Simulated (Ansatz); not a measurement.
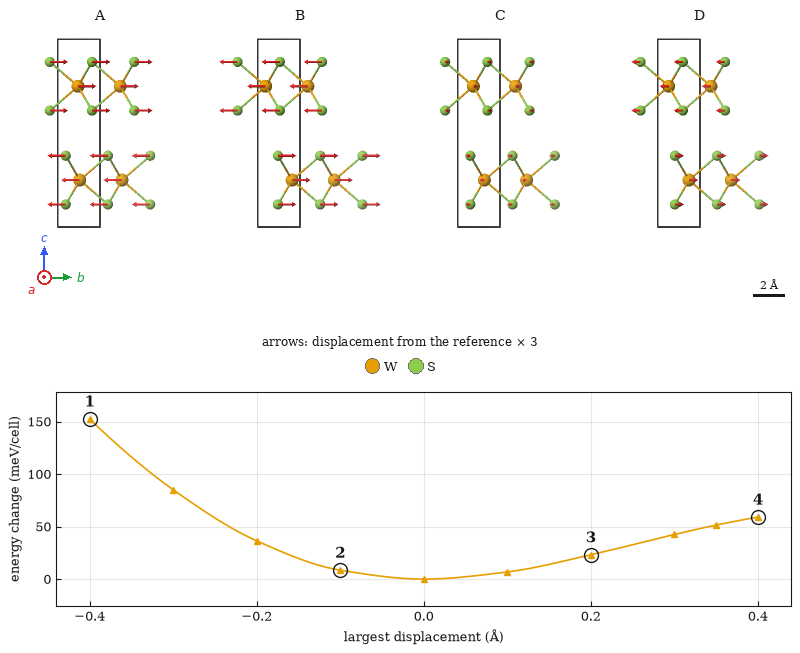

A scan of a crystal of WS₂ (P6_3/mmc): a normal mode at the zone centre (one arbitrary combination within a set of 2 degenerate modes) is frozen in with the cell fixed, the amplitude being the largest displacement of an atom. The frames are shuffled; the numbered points of the plot belong to them. Style: ball-and-stick. Shown: the cell of the calculation, repeated 2 × 2 × 1 with one cell outlined, along the a axis. Red arrows: displacements from the reference.

Computed with Ansatz, DFT PBE+D3(BJ), scalar-relativistic, plane waves, PAW. (plane-wave cutoff 420 eV; k-point mesh 12 × 12 × 4; occupations gaussian; smearing width 0.05 eV; no spin polarisation). Energies (free energies at the smearing named) are counted from the relaxed crystal.

Question: Match the frames to the points.

Answer: Point 1 is frame A (the amplitude −0.40 Å, 152.5 meV/cell); 2 is frame C (the amplitude −0.10 Å, 8.5 meV/cell); 3 is frame D (the amplitude 0.20 Å, 23.1 meV/cell); 4 is frame B (the amplitude 0.40 Å, 59.1 meV/cell). The harmonic wavenumber of the mode is 29 cm⁻¹, a stable vibration. The lowest computed point lies at the amplitude 0.00 Å (0.0 meV/cell). The well is lopsided: at ±0.40 Å the energy is 2.6 times higher on the negative side.
